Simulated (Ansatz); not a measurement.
Here is a crystal structure:

```
Ge
1.0
     2.79430    0.00000    0.00000
     0.00000    5.09701    0.00000
     0.00000    0.00000    2.69823
Ge
2
Direct
  0.50000 0.50000 0.00000
  0.00000 0.00000 0.00000
```

Before looking at a picture, describe the arrangement of atoms.

The element is germanium. Symmetry: Cmmm (No. 65), base-centred orthorhombic lattice. The cell holds two atoms.

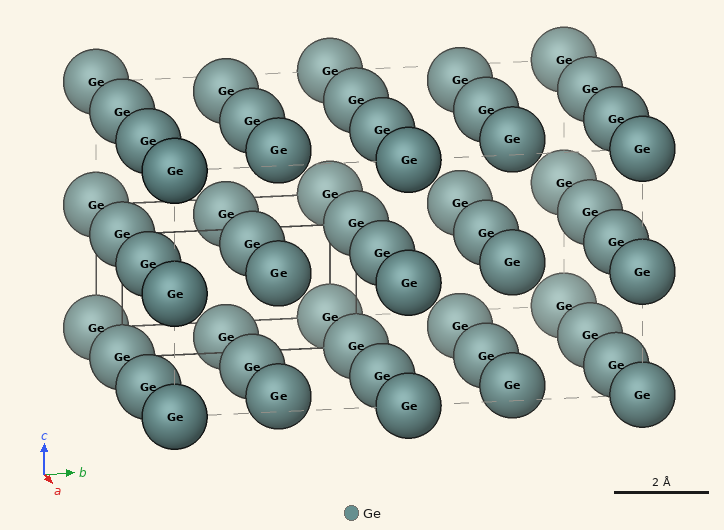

Crystal structure, spheres-only style, seen slightly off an axis. The structure is repeated 3×2×2 times; solid lines mark one conventional unit cell.

Its origin is a structure listed in the Materials Project. The cell was then strained or its atoms displaced on purpose. An electronic-structure calculation with Ansatz was run on it.
